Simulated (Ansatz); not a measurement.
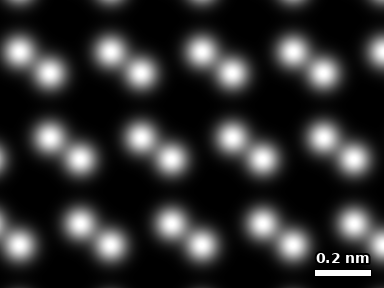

An image along [110] of one of the structures below (computed or model cells, partly hypothetical, each in its standard cell). Simulation: incoherent imaging, intensity Z^1.6 per atom, probe width 0.95 Å, thin sample.

A. Co
Space group Fm-3m (No. 225). a = 3.551 Å, b = 3.551 Å, c = 3.551 Å, α = 90.00°, β = 90.00°, γ = 90.00°
```json
{"atom": "Co", "site": "4a", "symmetry": "m-3m", "x": "0.0000", "y": "0.0000", "z": "0.0000"}
```

B. Si
Space group Fd-3m:1 (No. 227). a = 5.430 Å, b = 5.430 Å, c = 5.430 Å, α = 90.00°, β = 90.00°, γ = 90.00°
```csv
atom,site,symmetry,x,y,z
Si,8a,-43m,0.0000,0.0000,0.0000
```

C. Pt
Space group P6_3/mmc (No. 194). a = 2.732 Å, b = 2.732 Å, c = 4.769 Å, α = 90.00°, β = 90.00°, γ = 120.00°
```json
{"atom": "Pt", "site": "2d", "symmetry": "-6m2", "x": "0.3333", "y": "0.6667", "z": "0.7500"}
```

D. Ru
Space group P6_3/mmc (No. 194). a = 2.695 Å, b = 2.695 Å, c = 4.200 Å, α = 90.00°, β = 90.00°, γ = 120.00°
```csv
atom,site,symmetry,x,y,z
Ru,2d,-6m2,0.3333,0.6667,0.7500
```

### Which structure was imaged?

B, Si. Along [110] the projected cells are A 2.17 × 2.17 Å, 109°; B 3.33 × 3.33 Å, 109°; C 2.37 × 4.77 Å, 90°; D 2.33 × 4.20 Å, 90°. The image repeats as B does.

Structure B: the input geometry of an electronic-structure calculation (not necessarily at equilibrium).
